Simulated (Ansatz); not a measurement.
## Geometry relaxation, with input and output: AlNi

System: AlNi (2 atoms in the cell).
Method: DFT LDA, scalar-relativistic, plane waves, PAW, no spin polarisation (Ansatz 0.2.0).

The structure derives from an entry of the Crystallography Open Database. Figures and captions count atoms from 1; the log counts them from 0 in places.

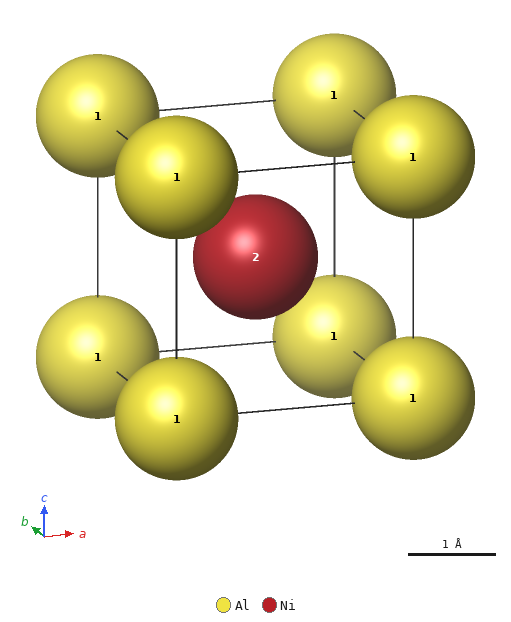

*The structure as given in the input (spheres-only view of the cell of the calculation, seen slightly off an axis; atoms are numbered from 1 in the order of the input).*

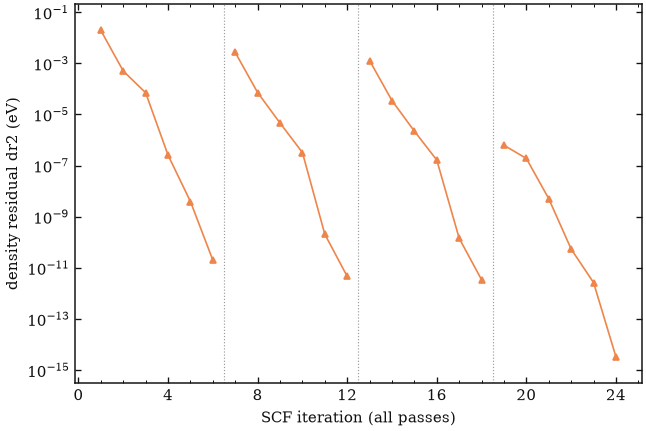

*Convergence of the self-consistent field: density residual dr2 against the SCF iteration. The dotted lines part the SCF passes of the relaxation: geometry steps, rejected trials and re-solves on a re-selected basis.*

The passes take 6, 6, 6 and 6 iterations.

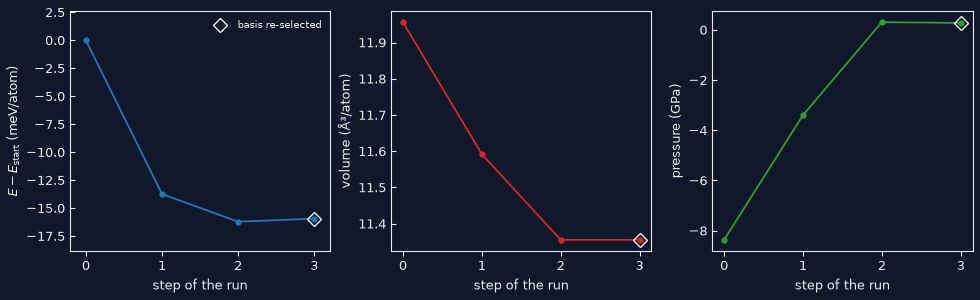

*Progress of the relaxation, step by step (the first geometry is step 0 here and step 1 in the log).*

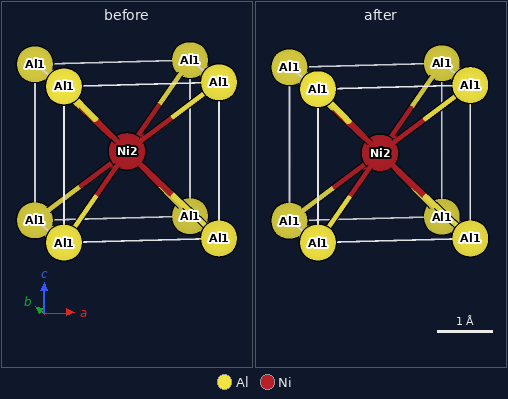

*Before (left) and after (right) the relaxation, at one scale (ball-and-stick view of the cell of the calculation, seen slightly off an axis).*

No atom moves by more than 0.005 Å relative to the cell. The volume changes by −5.0 %, with a = b = c 2.881 → 2.832 Å (−1.7 %). Among the contacts that change: Al1–Ni2 2.495 → 2.452 Å. The space group stays Pm-3m (No. 221). The energy falls by 16.2 meV per atom in 2 geometry steps. All forces vanish by symmetry, so only the cell relaxes. Pressure: −8.36 GPa at the start and 0.28 GPa at the end. A last SCF at the same geometry on a re-selected plane-wave basis shifts the energy by +0.3 meV per atom. (Atoms are counted from 1 in the order of the input.)

The input that produced these results follows, with the program's output.

Input file:
```yaml
crystal:
  lattice:
    - [2.881, 0.0, 0.0]
    - [0.0, 2.881, 0.0]
    - [0.0, 0.0, 2.881]
  atoms:
    - { symbol: Al, position: [0.0, 0.0, 0.0] }
    - { symbol: Ni, position: [0.5, 0.5, 0.5] }
basis:
  ecutwfc: 420
kpoints:
  mp_grid: { grid: [8, 8, 8] }
hamiltonian:
  xc: lda
scf:
  occupations: { method: gaussian, width: 0.1 }
output:
  forces: true
  stress: true
  eigenvalues: true
relax:
  adjacent_minimum: "off"
  f_tol: 0.05
  max_steps: 80
  cell: { stress_tol: 0.5 }
```

Command:
```bash
ansatz run input.yaml --threads 1 --pin off --max-ram 2560MiB --backend cpu --events-out ev --progress --plain --runs-dir out
```

Output:
```
Engine: ansatz 0.2.0, aarch64-unknown-linux-gnu
Pseudopotentials: kind: paw
Pseudopotential: Al, paw, valence charge 3, recommended cutoff 420 eV (normal), Al.paw.azcp
Pseudopotential: Ni, paw, valence charge 18, recommended cutoff 420 eV (normal), Ni.paw.azcp
Functional definition: SPW92
  exchange = slater_x
  correlation = pw_c
Crystal: 2 atoms, lattice volume = 23.913 Å³
Basis set: ecut = 420 eV, 461 PW (Γ)
Bands: 15, of which v1, the nominal top of the filled ones, is band 11 counted from 1 (10 counted from 0)
Symmetry: 48 space group operations
Space group: Pm-3m (ITA 221), of the structure as read, at distance tolerance 2.9e-5 Å
k-points: 35 of 512
Non-local potential: Al, projectors of the file, l = 0: 2, l = 1: 2, l = 2: 1
Non-local potential: Ni, projectors of the file, l = 0: 3, l = 1: 2, l = 2: 3, l = 3: 1
PAW form: soft (Blöchl's): semilocal exchange-correlation on the pseudo side does not see the compensation charge
PAW frozen core: Al, regenerated for the run's functional, and the local potential with it (the file was generated under x = pbe(κ = 0.804, μ = 0.2195149727645171), c = pbe(β = 0.06672455060314922))
PAW frozen core: Ni, regenerated for the run's functional, and the local potential with it (the file was generated under x = pbe(κ = 0.804, μ = 0.2195149727645171), c = pbe(β = 0.06672455060314922))
PAW one-centre angular grid: Al, 110 points (default); XC on 64 Gauss nodes
PAW one-centre angular grid: Ni, 590 points (default); XC on 64 Gauss nodes
Initial density: superposition of atomic densities (neutral atoms: chi_scale 0, normalization atom), corrected by the library's trained network
Initial wavefunctions: pseudopotential atomic-orbital guess
Functional: x = slater, c = lda
SCF iter   1: F=—  HF=-6287.631385 eV  |F-HF|=—  |Δ(HF+E_count)|=         —  Δρ=1.38e-2  dr2=1.93e-2  ethr=1.77e-3  ⟨swp⟩=4.8  Hψ=2409  notcnv=0
preconditioner: auto → none  [insulator: Δε(μ)=0.143 eV  Ē_g=9.599 eV  σ=0.100 eV  W_gap=0.66  n_scr=6 (ndim 8)  ℏωp=27.4 eV  f_vac=0.000  D(μ)=1.28/eV (n_scr^D=18)  ε∞_Penn≈9.1]
SCF iter   2: F=—  HF=-6287.627831 eV  |F-HF|=—  |Δ(HF+E_count)|=   3.55e-3  Δρ=2.23e-3  dr2=4.99e-4  ethr=9.20e-5  ⟨swp⟩=2.9  Hψ=1128  notcnv=0  defer=10
SCF iter   3: F=—  HF=-6287.627773 eV  |F-HF|=—  |Δ(HF+E_count)|=   5.77e-5  Δρ=8.49e-4  dr2=7.06e-5  ethr=2.38e-6  ⟨swp⟩=1.0  Hψ=509  notcnv=0  defer=10
SCF iter   4: F=—  HF=-6287.627781 eV  |F-HF|=—  |Δ(HF+E_count)|=   8.21e-6  Δρ=3.82e-5  dr2=2.55e-7  ethr=3.36e-7  ⟨swp⟩=2.2  Hψ=770  notcnv=0  defer=10
iter 5 did not close the SCF: its close was put off for the readings that it lacked (scf_convergence_deferred on its scf_iter line)
SCF iter   5: F=-6287.627781 eV  HF=-6287.627781 eV  |F-HF|=9.15e-9  |Δ(HF+E_count)|=   1.09e-7  Δρ=5.95e-6  dr2=3.90e-9  ethr=1.22e-9  ⟨swp⟩=2.6  Hψ=870  notcnv=0  defer=10
SCF iter   6: F=-6287.627781 eV  HF=-6287.627781 eV  |F-HF|=3.64e-12  |Δ(HF+E_count)|=   1.85e-9  Δρ=3.89e-7  dr2=1.99e-11  ethr=1.86e-11  ⟨swp⟩=3.5  Hψ=1842  notcnv=0
SCF 1 converged in 6 iterations: F = -6287.627781 eV  dr2 = 1.99e-11
  greatest PAW one-centre occupation: 1.002 electrons in one spin orbital (limit 2), on the Ni atom at site 1 (counted from 0), in its partial waves of l = 1
relax step   1: F+E_penalty+E_count = -6287.62778117 eV  Δ(F+E_penalty+E_count) = +0.000e0 eV  max|allowed force component| = 2.327e-29 eV/Å  Δτ_max = 0.0000 Å  P = -8.364 GPa  Ω = 23.913 Å³  (6 SCF iters, dr2 threshold 1.00e-7 eV, accepted)
Crystal: 2 atoms, lattice volume = 23.184 Å³
Initial density: handed on by an earlier stage of this run
Initial wavefunctions: those handed on with the density
iter 1 solved again at ethr=1.31e-5 eV; its pass at ethr=3.10e-3 eV (dr2=2.76e-3 eV) is discarded
SCF iter   1: F=—  HF=-6287.655917 eV  |F-HF|=—  |Δ(HF+E_count)|=         —  Δρ=4.30e-3  dr2=2.67e-3  ethr=1.31e-5  ⟨swp⟩=1.1  Hψ=3097  notcnv=0
preconditioner: auto → none  [insulator: Δε(μ)=0.156 eV  Ē_g=9.866 eV  σ=0.100 eV  W_gap=0.69  n_scr=6 (ndim 8)  ℏωp=27.8 eV  f_vac=0.000  D(μ)=1.21/eV (n_scr^D=6)  ε∞_Penn≈8.9]
SCF iter   2: F=—  HF=-6287.655338 eV  |F-HF|=—  |Δ(HF+E_count)|=   5.79e-4  Δρ=6.39e-4  dr2=7.19e-5  ethr=1.27e-5  ⟨swp⟩=1.4  Hψ=576  notcnv=0
SCF iter   3: F=—  HF=-6287.655263 eV  |F-HF|=—  |Δ(HF+E_count)|=   7.43e-5  Δρ=1.67e-4  dr2=4.61e-6  ethr=3.42e-7  ⟨swp⟩=2.3  Hψ=751  notcnv=0
SCF iter   4: F=—  HF=-6287.655258 eV  |F-HF|=—  |Δ(HF+E_count)|=   5.88e-6  Δρ=4.93e-5  dr2=3.23e-7  ethr=2.19e-8  ⟨swp⟩=2.5  Hψ=863  notcnv=0
iter 5 did not close the SCF: its close was put off for the readings that it lacked (scf_convergence_deferred on its scf_iter line)
SCF iter   5: F=-6287.655257 eV  HF=-6287.655257 eV  |F-HF|=4.00e-11  |Δ(HF+E_count)|=   5.85e-8  Δρ=1.21e-6  dr2=2.05e-10  ethr=1.54e-9  ⟨swp⟩=1.2  Hψ=552  notcnv=0
SCF iter   6: F=-6287.655257 eV  HF=-6287.655257 eV  |F-HF|=8.19e-12  |Δ(HF+E_count)|=  5.55e-11  Δρ=2.00e-7  dr2=4.58e-12  ethr=1.00e-12  ⟨swp⟩=1.1  Hψ=1574  notcnv=0
SCF 2 converged in 6 iterations: F = -6287.655257 eV  dr2 = 4.58e-12
relax step   2: F+E_penalty+E_count = -6287.65525748 eV  Δ(F+E_penalty+E_count) = -2.748e-2 eV  max|allowed force component| = 1.473e-29 eV/Å  Δτ_max = 0.0000 Å  P = -3.399 GPa  Ω = 23.184 Å³  energy of the carried Pulay correction = +4.184e-4 eV  (6 SCF iters, dr2 threshold 2.00e-7 eV, accepted)
Crystal: 2 atoms, lattice volume = 22.711 Å³
iter 1 solved again at ethr=7.13e-6 eV; its pass at ethr=3.10e-3 eV (dr2=1.50e-3 eV) is discarded
SCF iter   1: F=—  HF=-6287.660523 eV  |F-HF|=—  |Δ(HF+E_count)|=         —  Δρ=3.00e-3  dr2=1.28e-3  ethr=7.13e-6  ⟨swp⟩=1.1  Hψ=3161  notcnv=0
preconditioner: auto → none  [insulator: Δε(μ)=0.166 eV  Ē_g=10.041 eV  σ=0.100 eV  W_gap=0.71  n_scr=6 (ndim 8)  ℏωp=28.1 eV  f_vac=0.000  D(μ)=1.18/eV (n_scr^D=6)  ε∞_Penn≈8.8]
SCF iter   2: F=—  HF=-6287.660244 eV  |F-HF|=—  |Δ(HF+E_count)|=   2.79e-4  Δρ=4.45e-4  dr2=3.46e-5  ethr=6.12e-6  ⟨swp⟩=1.4  Hψ=579  notcnv=0
SCF iter   3: F=—  HF=-6287.660207 eV  |F-HF|=—  |Δ(HF+E_count)|=   3.73e-5  Δρ=1.16e-4  dr2=2.21e-6  ethr=1.65e-7  ⟨swp⟩=2.3  Hψ=755  notcnv=0
iter 4 did not close the SCF: its close was put off for the readings that it lacked (scf_convergence_deferred on its scf_iter line)
SCF iter   4: F=-6287.660204 eV  HF=-6287.660204 eV  |F-HF|=9.86e-8  |Δ(HF+E_count)|=   2.76e-6  Δρ=3.59e-5  dr2=1.64e-7  ethr=1.05e-8  ⟨swp⟩=2.5  Hψ=844  notcnv=0
iter 5 did not close the SCF: its close was put off for the readings that it lacked (scf_convergence_deferred on its scf_iter line)
SCF iter   5: F=-6287.660204 eV  HF=-6287.660204 eV  |F-HF|=6.37e-12  |Δ(HF+E_count)|=   2.65e-8  Δρ=1.07e-6  dr2=1.42e-10  ethr=7.80e-10  ⟨swp⟩=1.3  Hψ=576  notcnv=0
SCF iter   6: F=-6287.660204 eV  HF=-6287.660204 eV  |F-HF|=9.09e-12  |Δ(HF+E_count)|=  5.73e-11  Δρ=1.75e-7  dr2=3.39e-12  ethr=1.00e-12  ⟨swp⟩=1.1  Hψ=1559  notcnv=0
SCF 3 converged in 6 iterations: F = -6287.660204 eV  dr2 = 3.39e-12
relax step   3: F+E_penalty+E_count = -6287.66020438 eV  Δ(F+E_penalty+E_count) = -4.947e-3 eV  max|allowed force component| = 2.932e-29 eV/Å  Δτ_max = 0.0000 Å  P = +0.309 GPa  Ω = 22.711 Å³  energy of the carried Pulay correction = +6.975e-4 eV  (6 SCF iters, dr2 threshold 2.00e-7 eV, accepted)
Initial wavefunctions: pseudopotential atomic-orbital guess (no wavefunctions were taken with the density)
iter 1 solved again at ethr=1.87e-8 eV; its pass at ethr=3.10e-3 eV (dr2=3.94e-6 eV) is discarded
SCF iter   1: F=—  HF=-6287.659645 eV  |F-HF|=—  |Δ(HF+E_count)|=         —  Δρ=1.07e-4  dr2=6.21e-7  ethr=1.87e-8  ⟨swp⟩=3.1  Hψ=4051  notcnv=0
preconditioner: auto → none  [insulator: Δε(μ)=0.165 eV  Ē_g=10.049 eV  σ=0.100 eV  W_gap=0.71  n_scr=6 (ndim 8)  ℏωp=28.1 eV  f_vac=0.000  D(μ)=1.17/eV (n_scr^D=6)  ε∞_Penn≈8.8]
SCF iter   2: F=—  HF=-6287.659656 eV  |F-HF|=—  |Δ(HF+E_count)|=   1.10e-5  Δρ=5.76e-5  dr2=1.89e-7  ethr=2.96e-9  ⟨swp⟩=1.0  Hψ=525  notcnv=0
SCF iter   3: F=—  HF=-6287.659656 eV  |F-HF|=—  |Δ(HF+E_count)|=   7.52e-8  Δρ=6.48e-6  dr2=5.03e-9  ethr=9.01e-10  ⟨swp⟩=1.0  Hψ=525  notcnv=0
iter 4 did not close the SCF: its close was put off for the readings that it lacked (scf_convergence_deferred on its scf_iter line)
SCF iter   4: F=-6287.659656 eV  HF=-6287.659656 eV  |F-HF|=5.73e-11  |Δ(HF+E_count)|=   1.04e-9  Δρ=4.66e-7  dr2=5.37e-11  ethr=2.40e-11  ⟨swp⟩=2.2  Hψ=737  notcnv=0
iter 5 did not close the SCF: its close was put off for the readings that it lacked (scf_convergence_deferred on its scf_iter line)
SCF iter   5: F=-6287.659656 eV  HF=-6287.659656 eV  |F-HF|=1.82e-12  |Δ(HF+E_count)|=  6.37e-12  Δρ=1.33e-7  dr2=2.62e-12  ethr=1.00e-12  ⟨swp⟩=1.1  Hψ=529  notcnv=0
SCF iter   6: F=-6287.659656 eV  HF=-6287.659656 eV  |F-HF|=9.09e-13  |Δ(HF+E_count)|=    0.00e0  Δρ=8.12e-9  dr2=3.27e-15  ethr=1.00e-12  ⟨swp⟩=2.0  Hψ=1354  notcnv=0
SCF 4 converged in 6 iterations: F = -6287.659656 eV  dr2 = 3.27e-15
relax step   4: F+E_penalty+E_count = -6287.65965602 eV  Δ(F+E_penalty+E_count) = +5.484e-4 eV  max|allowed force component| = 2.965e-29 eV/Å  Δτ_max = 0.0000 Å  P = +0.275 GPa  Ω = 22.711 Å³  stress off target by 2.75e-1 GPa  SCF on the basis re-selected at this cell (its energy is not comparable with the rows above)  (6 SCF iters)
basis re-selected at this cell: Δ(F+E_penalty+E_count) = +5.484e-4 eV, ΔP = -0.034 GPa vs the last step (what re-selecting the basis moved, of the pressure what is left beyond the Pulay correction that the steps carried, after the strain that the cell walked since its last selection, with what the two solves' SCF thresholds leave and, on support functions, any second-order correction that the steps lacked; it is no measure of the basis error at this ecutwfc). This SCF's stress stands 2.75e-1 GPa from its target on what of the cell is left free (relax.cell.stress_tol is 5.00e-1 GPa) and its largest allowed force component is 2.96e-29 eV/Å (relax.f_tol is 5.00e-2 eV/Å): within both
SCF converged after 6 iterations
Free energy (F): -6287.659656 eV
Harris-Foulkes:  -6287.659656 eV  (|F-HF|=9.09e-13)
Internal energy: -6287.653798 eV  (E = F + TS)
E sigma→0 (E₀):  -6287.656727 eV
Entropy (-TS):   -0.005858 eV (-2.929 meV/atom)
Fermi energy:    14.476038 eV
--- Per-component energies (eV) ---
  E_band       = -323.785677
  E_kinetic    = 313.936959
  E_local      = -4378.360495  (includes V_loc(G=0)·N_el)
  E_nonlocal   = 651.342814
  E_hartree    = 1883.338980
  E_xc         = -126.599586
  E_vxc        = -142.261453  (∫ρ·V_xc dr)
  E_paw        = -2009.493215  (= ΣΔE_a)
  E_vpaw       = -535.121874  (= ΣTr[D̂ρ^β])
  E_aug_tail   = 0.000414  (compensation charges beyond the density's cutoff)
  E_ewald      = -2622.309506
  E_core_change = 0.489837  (= ΣΔE_core)
  E_smearing   = -0.005858  (= −TS)
  E_closure    = -0.000000  (closes the sum)
  Σ components = -6287.659656   (vs F -6287.659656, Δ=0.00e0)
--- Forces (eV/Å), atoms counted from 1 ---
  atom   1  Al    -0.00000000     0.00000000    -0.00000000
  atom   2  Ni     0.00000000    -0.00000000     0.00000000
  max |Σ_I F_I| component: 5.85e-29 eV/Å
--- Stress (GPa, compression-positive) ---
        0.275425       0.000000       0.000000
        0.000000       0.275425      -0.000000
        0.000000      -0.000000       0.275425
  P = ⅓ Tr σ = 0.2754 GPa (2.754 kbar)
--- Band table (eV; the first three rows and the last of 35) ---
  k-point 0: bands = ["-88.0662", "-48.8980", "-48.8980", "-48.8980", "3.0521", "11.0402", "11.0402", "12.8821", "12.8821", "12.8821", "20.2206", "20.2206", "20.2206", "22.8909", "22.8909"]
  k-point 1: bands = ["-88.0659", "-48.9023", "-48.8977", "-48.8977", "3.3499", "11.0123", "11.1109", "12.7541", "12.7541", "12.8964", "18.0065", "20.6069", "20.6069", "22.8930", "24.7933"]
  k-point 2: bands = ["-88.0652", "-48.9127", "-48.8969", "-48.8969", "4.2281", "10.6756", "11.2873", "12.4724", "12.4724", "12.9312", "15.4361", "21.6683", "21.6683", "22.8984", "26.5882"]
  k-point 34: bands = ["-88.0604", "-48.9220", "-48.9220", "-48.9220", "10.1769", "10.1769", "10.1769", "13.4884", "13.4884", "16.4955", "16.4955", "16.4955", "18.5953", "19.2785", "19.2785"]
--- Relaxed structure (3 steps of the walk, 3 accepted, 1 SCFs on fresh bases) ---
  F+E_penalty+E_count = -6287.65965602 eV   max|allowed force component| = 2.965e-29 eV/Å   (the final SCF, on the basis selected at the relaxed cell)
  cell:  # Å, volume = 22.7108 Å³
    - [2.831895700364384, -8.024708101613482e-35, 0.0]
    - [1.7654357823549661e-34, 2.831895700364384, 1.2839532962581572e-34]
    - [-1.2839532962581572e-34, 1.2839532962581572e-34, 2.831895700364384]
  atoms:
    - { symbol: Al, position: [-2.2283118643843196e-34, -5.570779660961052e-35, 2.228311864384168e-35] }
    - { symbol: Ni, position: [0.5000000000000001, 0.5000000000000001, 0.5000000000000001] }
```

Trajectory as extended XYZ (Å, eV, eV/Å), 4 frames, from step=1 to step=4:
```
2
Lattice="2.8810 0.0000 0.0000 0.0000 2.8810 0.0000 0.0000 0.0000 2.8810" Properties=species:S:1:pos:R:3:forces:R:3 step=1 energy=-6287.62778 pressure_GPa=-8.36
Al    0.0000    0.0000    0.0000    0.0000   0.0000   0.0000
Ni    1.4405    1.4405    1.4405    0.0000   0.0000   0.0000
2
Lattice="2.8514 0.0000 0.0000 0.0000 2.8514 0.0000 0.0000 0.0000 2.8514" Properties=species:S:1:pos:R:3:forces:R:3 step=2 energy=-6287.65526 pressure_GPa=-3.40
Al    0.0000    0.0000    0.0000    0.0000   0.0000   0.0000
Ni    1.4257    1.4257    1.4257    0.0000   0.0000   0.0000
2
Lattice="2.8319 0.0000 0.0000 0.0000 2.8319 0.0000 0.0000 0.0000 2.8319" Properties=species:S:1:pos:R:3:forces:R:3 step=3 energy=-6287.66020 pressure_GPa=0.31
Al    0.0000    0.0000    0.0000    0.0000   0.0000   0.0000
Ni    1.4159    1.4159    1.4159    0.0000   0.0000   0.0000
2
Lattice="2.8319 0.0000 0.0000 0.0000 2.8319 0.0000 0.0000 0.0000 2.8319" Properties=species:S:1:pos:R:3:forces:R:3 step=4 energy=-6287.65966 pressure_GPa=0.28
Al    0.0000    0.0000    0.0000    0.0000   0.0000   0.0000
Ni    1.4159    1.4159    1.4159    0.0000   0.0000   0.0000
```

Summary:

- outcome: converged
- space group (tolerance 0.01 Å): Pm-3m (221)
- electrons treated: 21
- free energy: −6287.6597 eV
- Fermi energy: 14.476 eV
- gap on the k-point mesh: none (metallic)
- pressure: 0.28 GPa
- final volume: 22.71 Å³
- largest force (length of the vector) at the end: under 0.001 eV/Å
- final cell: a = 2.832 Å, b = 2.832 Å, c = 2.832 Å, α = 90.00°, β = 90.00°, γ = 90.00°
- hardware: 1 thread of Arm Neoverse V2, 24 GiB of memory available, shared host
- wall time: 3.3 s
- peak memory: 0.28 GiB

Notes:

The run has no spin polarisation, so a magnetic state may lie lower.
